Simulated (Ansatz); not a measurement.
System: GaSb.

The calculation's input:

```
crystal:
  lattice:
    - [0.0, 3.1320044496, 2.9792237448]
    - [3.1320044496, 0.0, 2.9792237448]
    - [3.1320044496, 3.1320044496, 0.0]
  atoms:
    - { symbol: Ga, position: [0.0, 0.0, 0.0] }
    - { symbol: Sb, position: [0.75, 0.75, 0.75] }
basis:
  ecutwfc: 420
kpoints:
  mp_grid: { grid: [18, 18, 18] }
hamiltonian:
  xc: pbesol
scf:
  occupations: { method: gaussian, width: 0.15 }
output:
  forces: true
  stress: true
  eigenvalues: true
  write_density: true
  write_potential: true
  elf: true
  volumetric_format: npy
```

Command:

```sh
ansatz run input.yaml --threads 2 --pin off --max-ram 5120MiB --backend cpu --events-out ev --progress --plain --runs-dir out
```

Below, planes, directions and counts refer to the conventional cell (a = 4.43 Å, b = 4.43 Å, c = 5.96 Å, α = 90.00°, β = 90.00°, γ = 90.00°).

Space group I-4m2; changed on purpose from its base cell (strain +0.025 along x and y, -0.025 along z, atoms carried along).

All numbers below come from Ansatz, DFT PBEsol, scalar-relativistic, plane waves, PAW.

> What can the converged valence pseudo-density and electron localisation function tell about the bonding?

Ga–Sb (2.67 Å): the density is about 0.4 e/Å³ at the midpoint; the ELF peaks at about 0.70 between the atoms.

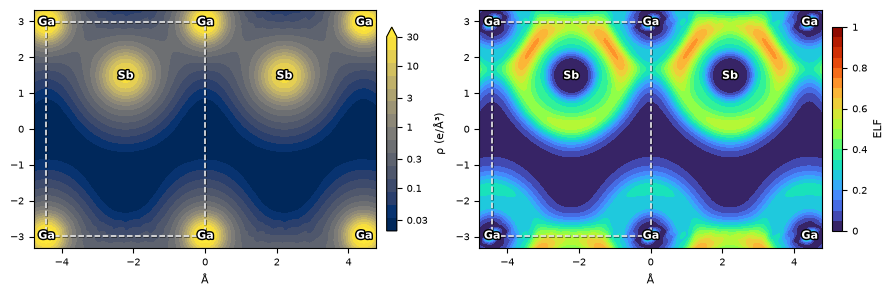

Computed valence pseudo-density and electron localisation function on the (100) plane of the conventional cell, in this order. 

In a PAW calculation such maps are meaningful between the atoms, not at the nuclei.
